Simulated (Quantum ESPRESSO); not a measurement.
# La: 7 runs along one coordinate

System: La (Im-3m, 1 atom in the cell).
Method: Kohn-Sham DFT of a periodic cell, PBE, SSSP 1.3 efficiency PBE, no spin polarisation (Quantum ESPRESSO 7.5).

The 7 runs differ only in the geometry, by an even scaling of the cell at fixed fractional positions. The structure derives from a Materials Project entry.

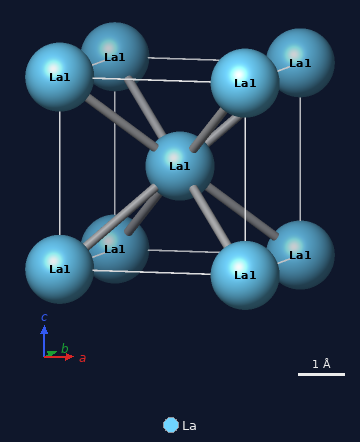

Figure 1. The structure of run 4 (ball-and-stick view of the cell 2 times as large as that of the calculation, set on its symmetry axes, seen slightly off an axis; atoms are numbered from 1 in the order of the input).

**Input of run 4**
```
&CONTROL
  calculation = 'scf'
  prefix = 'pwscf'
  outdir = './tmp'
  pseudo_dir = './pseudo'
  tprnfor = .true.
  tstress = .true.
  disk_io = 'low'
/
&SYSTEM
  ibrav = 0
  nat = 1
  ntyp = 1
  ecutwfc = 55
  ecutrho = 440
  nbnd = 11
  occupations = 'smearing'
  smearing = 'fd'
  degauss = 0.00367493
/
&ELECTRONS
  conv_thr = 2d-10
  electron_maxstep = 120
  mixing_beta = 0.5
/
ATOMIC_SPECIES
La   138.9055 La.paw.z_11.atompaw.wentzcovitch.v1.2.upf
CELL_PARAMETERS angstrom
  -2.1238310710    2.1238310710    2.1238310710
   2.1238310710   -2.1238310710    2.1238310710
   2.1238310710    2.1238310710   -2.1238310710
ATOMIC_POSITIONS crystal
La     0.0000000000    0.0000000000    0.0000000000
K_POINTS automatic
9 9 9 0 0 0
```

**File pp_density.in of run 4**
```
&INPUTPP
  prefix = 'pwscf'
  outdir = './tmp'
  filplot = 'density.dat'
  plot_num = 0
/
&PLOT
  nfile = 1
  filepp(1) = 'density.dat'
  iflag = 3
  output_format = 6
  fileout = 'density.cube'
/
```

**File pp_potential.in of run 4**
```
&INPUTPP
  prefix = 'pwscf'
  outdir = './tmp'
  filplot = 'potential.dat'
  plot_num = 11
/
&PLOT
  nfile = 1
  filepp(1) = 'potential.dat'
  iflag = 3
  output_format = 6
  fileout = 'potential.cube'
/
```

Command:
```bash
OMP_NUM_THREADS=1 pw.x -in pw.in > pw.out
OMP_NUM_THREADS=1 pp.x -in pp_density.in > pp_density.out
OMP_NUM_THREADS=1 pp.x -in pp_potential.in > pp_potential.out
```

Lattice vectors (Å) and fractional positions of run 4:
```
  -2.123831    2.123831    2.123831
   2.123831   -2.123831    2.123831
   2.123831    2.123831   -2.123831
La  0.000000  0.000000  0.000000
```

Run 5 has the same physical settings and fractional positions; its lattice vectors (Å) are:
```
  -2.137897    2.137897    2.137897
   2.137897   -2.137897    2.137897
   2.137897    2.137897   -2.137897
```

**Results, with one run withheld**

| run | volume per atom (Å³) | free energy per atom, from the lowest run given (meV) | pressure (GPa) |
| --- | --- | --- | --- |
| 1 | 36.020 | 6.00 | 1.22 |
| 2 | 36.787 | 1.61 | 0.62 |
| 3 | 37.553 | 0.00 | 0.06 |
| 4 | 38.320 | 0.94 | −0.45 |
| 5 | 39.086 | ? | ? |
| 6 | 39.852 | 9.69 | −1.36 |
| 7 | 40.619 | 17.14 | −1.76 |

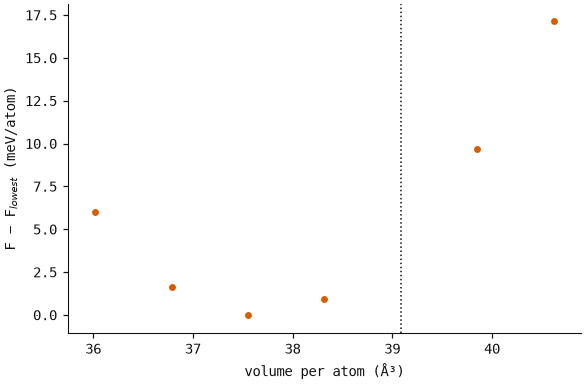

Figure 2. Free energy per atom of the runs given; the dotted line marks run 5.

Fit the runs given and predict run 5.

A cubic polynomial in V^(−2/3) (the Birch–Murnaghan form), fitted to the 6 runs given, misses them by under 0.01 meV per atom. With x = V^(−2/3) − 0.08826 Å⁻², it reads F = 0.4976 − 1342.5 x + 8.7585e+05 x² − 4.4517e+06 x³ (meV per atom). At run 5 it gives 4.23 meV per atom, and the run itself gives 4.23. The slope of the fit gives a pressure −dF/dV of −0.92 GPa there, and the run prints −0.92 GPa. The fit has its minimum at 37.643 Å³ per atom, where V d²F/dV² gives 26 GPa: the bulk modulus at this level, since symmetry fixes the shape and the positions.

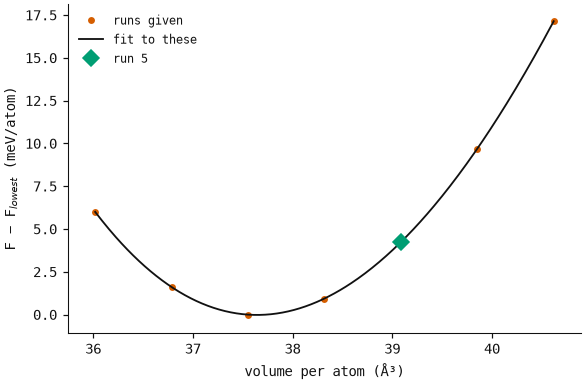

Figure 3. The fit and the withheld run.

**Some lines of the output (run 5)**
```
[...]
     total energy              =    -458.22072811 Ry
     total energy              =    -458.22095732 Ry
     total energy              =    -458.22103861 Ry
     total energy              =    -458.22104455 Ry
     total energy              =    -458.22104989 Ry
     total energy              =    -458.22105473 Ry
     total energy              =    -458.22104748 Ry
     total energy              =    -458.22105075 Ry
     total energy              =    -458.22105076 Ry
     the Fermi energy is    10.5107 ev
!    total energy              =    -458.22105076 Ry
     The total energy is F=E-TS. E is the sum of the following terms:
     Computing stress (Cartesian axis) and pressure
          total   stress  (Ry/bohr**3)                   (kbar)     P=       -9.23
```

Notes on the run: negative rho.
